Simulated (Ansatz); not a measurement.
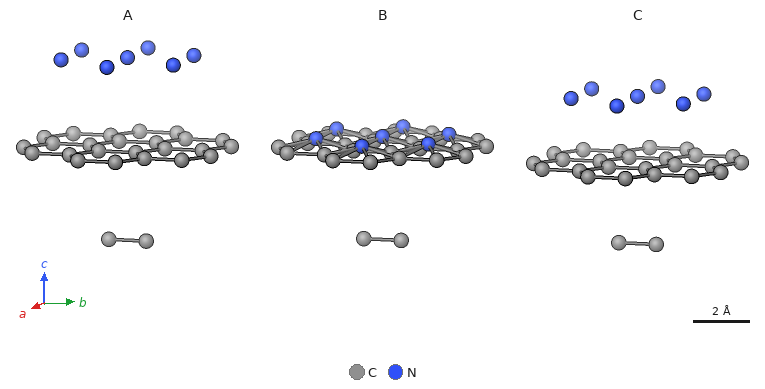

3 geometries from one constrained relaxation of a slab of composition C₈N (cut from the Fmmm phase), in shuffled order. Style: ball-and-stick. Shown: the atoms within 4.2 Å of the atom that moves most (axes of the 3 × 3 repeat of the cell, outlined in the plane, without the vacuum), slightly off an axis.

Case: N put at a hollow C-C site. The slab is the (0 0 1) face of C with N on it. 4 atoms are held fixed.

These are results of DFT PBE+D3(BJ), scalar-relativistic, plane waves, PAW (Ansatz 0.2.0), not measurements. Settings: plane-wave cutoff 420 eV; k-point mesh 12 × 12 × 1; occupations gaussian; smearing width 0.1 eV; no spin polarisation; dipole correction; atoms relaxed in a fixed cell; force threshold 0.03 eV/Å; at most 70 steps.

**Put them in the order of the run, from the start to the converged end.**

B, C, A. They are steps 0, 8, 16, at +12.024 eV per cell of the calculation, +0.285 eV per cell of the calculation relative to the last. After 16 geometry steps the energy has fallen by 12.024 eV per cell of the calculation. The largest force component goes from 16 to 0.0093 eV/Å. The largest move is that of the N atom, 2.89 Å along the normal (+c). By element the largest moves are N 2.89 Å, C 0.02 Å. The cell stays as it was. Some distances before and after: C–N 1.473 → 3.570 Å. Bonds break, among them: C–N (1.47 → 3.57 Å). Cost: 7.6 min on 2 threads of Intel(R) Xeon(R) Processor @ 2.50GHz (Skylake/Cascade Lake), on a shared host, peak memory 0.51 GiB.

Limits of the set-up: the cell has an odd number of electrons but was run without spin polarisation; the periodic images lie only 2.5 Å apart, so the values are limited by the cell's size.
